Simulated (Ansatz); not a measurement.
## Run report: GeSi, single-point calculation

- system: GeSi (4 atoms in the cell)
- method: DFT PBEsol, scalar-relativistic, plane waves, PAW, no spin polarisation (Ansatz 0.2.0)

The structure derives from a Materials Project entry. Figures and captions count atoms from 1; the log counts them from 0 in places.

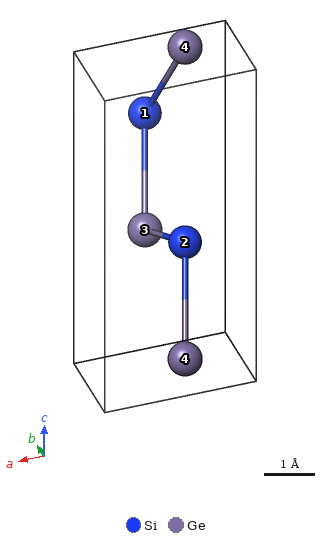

*The structure (ball-and-stick view of the cell of the calculation, seen at an oblique angle; atoms are numbered from 1 in the order of the input).*

**Input**
```yaml
crystal:
  lattice:
    - [3.9044512986, 0.0, 0.0]
    - [-1.9522256493, 3.3813540124, 0.0]
    - [0.0, 0.0, 6.450783]
  atoms:
    - { symbol: Si, position: [0.66666667, 0.33333333, 0.874607] }
    - { symbol: Si, position: [0.33333333, 0.66666667, 0.374607] }
    - { symbol: Ge, position: [0.66666667, 0.33333333, 0.500392] }
    - { symbol: Ge, position: [0.33333333, 0.66666667, 0.000392] }
basis:
  ecutwfc: 420
kpoints:
  mp_grid: { grid: [6, 6, 4] }
hamiltonian:
  xc: pbesol
scf:
  occupations: { method: gaussian, width: 0.1 }
output:
  forces: true
  stress: true
  eigenvalues: true
```

Run on 1 thread of Intel Xeon (Sapphire Rapids), 32 GiB of memory available, shared host.

Launched with:
```bash
ansatz run input.yaml --threads 1 --pin off --max-ram 3072MiB --backend cpu --events-out ev --progress --plain --runs-dir out
```

**Output**
```
Engine: ansatz 0.2.0, x86_64-unknown-linux-gnu
Pseudopotentials: kind: paw
Pseudopotential: Si, paw, valence charge 4, recommended cutoff 420 eV (normal), Si.paw.azcp
Pseudopotential: Ge, paw, valence charge 14, recommended cutoff 420 eV (normal), Ge.paw.azcp
Functional definition: PBEsol
  exchange = pbesol_x
  correlation = pbesol_c
Crystal: 4 atoms, lattice volume = 85.165 Å³
Basis set: ecut = 420 eV, 1689 PW (Γ), exchange–correlation on 54×54×90 points (8 copies of the dense FFT grid, shifted against one another)
Bands: 22, of which v1, the nominal top of the filled ones, is band 18 counted from 1 (17 counted from 0)
Symmetry: 12 space group operations
Space group: P63mc (ITA 186), of the structure as read, at distance tolerance 4.4e-5 Å
k-points: 21 of 144 (time reversal used)
Non-local potential: Si, projectors of the file, l = 0: 2, l = 1: 2, l = 2: 2
Non-local potential: Ge, projectors of the file, l = 0: 2, l = 1: 2, l = 2: 3, l = 3: 1
PAW form: soft (Blöchl's): semilocal exchange-correlation on the pseudo side does not see the compensation charge
PAW frozen core: Si, regenerated for the run's functional, and the local potential with it (the file was generated under x = pbe(κ = 0.804, μ = 0.2195149727645171), c = pbe(β = 0.06672455060314922))
PAW frozen core: Ge, regenerated for the run's functional, and the local potential with it (the file was generated under x = pbe(κ = 0.804, μ = 0.2195149727645171), c = pbe(β = 0.06672455060314922))
PAW one-centre angular grid: Si, 110 points (default); XC on 64 Gauss nodes
PAW one-centre angular grid: Ge, 590 points (default); XC on 64 Gauss nodes
Initial density: superposition of atomic densities (neutral atoms: chi_scale 0, normalization atom), corrected by the library's trained network
Initial wavefunctions: pseudopotential atomic-orbital guess
Functional: x = pbesol(κ = 0.804, μ = 0.12345679012345678), c = pbesol(β = 0.046)
SCF iter   1: F=—  HF=-9749.836110 eV  |F-HF|=—  |Δ(HF+E_count)|=         —  Δρ=2.50e-3  dr2=6.13e-3  ethr=1.77e-3  ⟨swp⟩=5.1  Hψ=2093  notcnv=0
preconditioner: auto → Resta (q_TF=auto, 2.364 Å⁻¹)  ε∞=5.0  [insulator: Δε(μ)=0.338 eV  Ē_g=8.040 eV  σ=0.100 eV  W_gap=0.98  n_scr=22 (ndim 8)  ℏωp=16.1 eV  f_vac=0.013  D(μ)=0.02/eV (n_scr^D=0)  ε∞_Penn≈5.0]
SCF iter   2: F=—  HF=-9749.833451 eV  |F-HF|=—  |Δ(HF+E_count)|=   2.66e-3  Δρ=1.51e-3  dr2=2.19e-3  ethr=1.70e-5  ⟨swp⟩=1.9  Hψ=730  notcnv=0
SCF iter   3: F=—  HF=-9749.833164 eV  |F-HF|=—  |Δ(HF+E_count)|=   2.87e-4  Δρ=6.14e-4  dr2=1.35e-4  ethr=6.09e-6  ⟨swp⟩=2.0  Hψ=840  notcnv=0
SCF iter   4: F=—  HF=-9749.832995 eV  |F-HF|=—  |Δ(HF+E_count)|=   1.69e-4  Δρ=2.31e-4  dr2=3.61e-5  ethr=3.74e-7  ⟨swp⟩=2.4  Hψ=768  notcnv=0
SCF iter   5: F=—  HF=-9749.832984 eV  |F-HF|=—  |Δ(HF+E_count)|=   1.17e-5  Δρ=5.57e-5  dr2=3.30e-6  ethr=1.00e-7  ⟨swp⟩=2.0  Hψ=821  notcnv=0
SCF iter   6: F=—  HF=-9749.832984 eV  |F-HF|=—  |Δ(HF+E_count)|=   6.83e-7  Δρ=1.49e-5  dr2=2.03e-7  ethr=9.17e-9  ⟨swp⟩=2.0  Hψ=840  notcnv=0
SCF iter   7: F=-9749.832984 eV  HF=-9749.832984 eV  |F-HF|=1.54e-8  |Δ(HF+E_count)|=   1.93e-7  Δρ=6.38e-6  dr2=1.79e-8  ethr=2.78e-10  ⟨swp⟩=4.9  Hψ=1841  notcnv=0
SCF 1 converged in 7 iterations: F = -9749.832984 eV  dr2 = 1.79e-8
  greatest PAW one-centre occupation: 0.998 electrons in one spin orbital (limit 2), on the Ge atom at site 3 (counted from 0), in its partial waves of l = 2
```

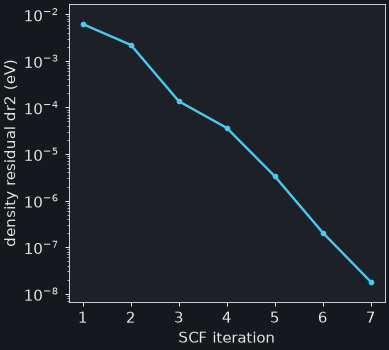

*Convergence of the self-consistent field: density residual dr2 against the SCF iteration.*

The residual falls at every step.

```
SCF converged after 7 iterations
Free energy (F): -9749.832984 eV
Harris-Foulkes:  -9749.832984 eV  (|F-HF|=1.54e-8)
Internal energy: -9749.832893 eV  (E = F + TS)
E sigma→0 (E₀):  -9749.832939 eV
Entropy (-TS):   -0.000091 eV (-0.023 meV/atom)
Fermi energy:    7.782930 eV
--- Per-component energies (eV) ---
  E_band       = -306.309027
  E_kinetic    = 303.722125
  E_local      = -5306.078783  (includes V_loc(G=0)·N_el)
  E_nonlocal   = 893.319800
  E_hartree    = 2329.888393
  E_xc         = -259.282765
  E_vxc        = -223.169573  (∫ρ·V_xc dr)
  E_paw        = -4957.232662  (= ΣΔE_a)
  E_vpaw       = -633.889551  (= ΣTr[D̂ρ^β])
  E_aug_tail   = 0.000651  (compensation charges beyond the density's cutoff)
  E_ewald      = -2756.068646
  E_core_change = 1.898994  (= ΣΔE_core)
  E_smearing   = -0.000091  (= −TS)
  E_closure    = -0.000000  (closes the sum)
  Σ components = -9749.832984   (vs F -9749.832984, Δ=0.00e0)
--- Forces (eV/Å), atoms counted from 1 ---
  atom   1  Si     0.00000000    -0.00000000    -0.00468192
  atom   2  Si     0.00000000     0.00000000    -0.00468192
  atom   3  Ge     0.00000000    -0.00000000     0.00468382
  atom   4  Ge     0.00000000     0.00000000     0.00468382
  max |Σ_I F_I| component: 3.81e-6 eV/Å
--- Stress (GPa, compression-positive) ---
       -0.117099       0.000000      -0.000000
       -0.000000      -0.117099       0.000000
        0.000000       0.000000      -0.482967
  P = ⅓ Tr σ = -0.2391 GPa (-2.391 kbar)
--- Band table (eV; the first three rows and the last of 21) ---
  k-point 0: bands = ["-16.9506", "-16.9505", "-16.9454", "-16.9454", "-16.9424", "-16.9424", "-16.9207", "-16.9207", "-16.9170", "-16.9170", "-5.0377", "-2.8863", "0.1299", "6.0353", "6.0353", "7.3043", "7.6133", "7.6133", "8.0071", "9.0643", "9.6451", "9.6451"]
  k-point 1: bands = ["-16.9505", "-16.9505", "-16.9450", "-16.9450", "-16.9429", "-16.9429", "-16.9201", "-16.9201", "-16.9175", "-16.9175", "-4.8430", "-3.4464", "1.0770", "5.4066", "6.1969", "6.1969", "7.2583", "7.2583", "8.2116", "9.6378", "9.9869", "9.9869"]
  k-point 2: bands = ["-16.9505", "-16.9505", "-16.9440", "-16.9440", "-16.9440", "-16.9440", "-16.9188", "-16.9188", "-16.9188", "-16.9188", "-4.2778", "-4.2778", "3.0464", "3.0464", "6.6495", "6.6495", "6.6495", "6.6495", "8.8033", "8.8033", "10.6877", "10.6877"]
  k-point 20: bands = ["-16.9494", "-16.9494", "-16.9403", "-16.9403", "-16.9401", "-16.9401", "-16.9182", "-16.9182", "-16.9180", "-16.9180", "-1.8329", "-1.8329", "-0.1561", "-0.1561", "3.0855", "3.0855", "5.5158", "5.5158", "8.9440", "8.9440", "11.3206", "11.3206"]
```

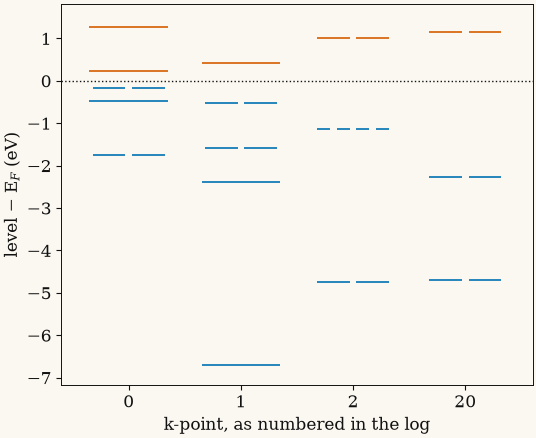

*Kohn–Sham levels near the Fermi level (dotted) at the few k-points that the log prints; levels within 0.02 eV of each other stand side by side.*

Among these points the highest filled and lowest empty levels are 0.39 eV apart; the gap on the full mesh, 0.35 eV, has an edge at a point that isn't printed.

**Summary**

```json
{"quantity": "outcome", "value": "converged"}
{"quantity": "space group (tolerance 0.01 Å)", "value": "P6₃mc (186)"}
{"quantity": "electrons treated", "value": "36"}
{"quantity": "free energy", "value": "−9749.8330 eV"}
{"quantity": "Fermi energy", "value": "7.783 eV"}
{"quantity": "gap on the k-point mesh", "value": "0.35 eV"}
{"quantity": "pressure", "value": "−0.24 GPa"}
{"quantity": "largest force (length of the vector)", "value": "0.005 eV/Å"}
{"quantity": "wall time", "value": "2.5 s"}
{"quantity": "peak memory", "value": "0.37 GiB"}
```
